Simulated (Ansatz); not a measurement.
ZnSe (space group F-43m, No. 216). Coordinates: coordinates from a relaxation with DFT PBEsol, scalar-relativistic, plane waves, PAW (Ansatz).

```
Zn Se
1.0
     5.63320    0.00000    0.00000
     0.00000    5.63320    0.00000
     0.00000    0.00000    5.63320
Zn Se
4 4
Direct
  0.00000 0.00000 0.00000
  0.00000 0.50000 0.50000
  0.50000 0.00000 0.50000
  0.50000 0.50000 0.00000
  0.25000 0.25000 0.75000
  0.25000 0.75000 0.25000
  0.75000 0.25000 0.25000
  0.75000 0.75000 0.75000
```

Bonds are taken as Se–Zn below 2.7 Å. The graph is simplified in the usual way: terminal and isolated atoms are pruned, two-connected atoms become edges.

Derive the underlying net.

The result is a uninodal 4-connected, three-periodic net: Zn and Se are 4-connected nodes. It is the dia net, known from diamond, zinc blende and cristobalite. It is a single net, without interpenetration.

| node | links | point symbol | coordination sequence |
| --- | --- | --- | --- |
| Zn and Se | 4 | 6⁶ | 4 12 24 42 64 92 |

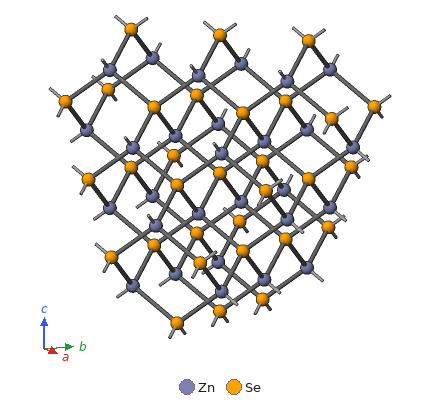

Nodes are coloured by element. Short stubs are edges that leave the cut-out.
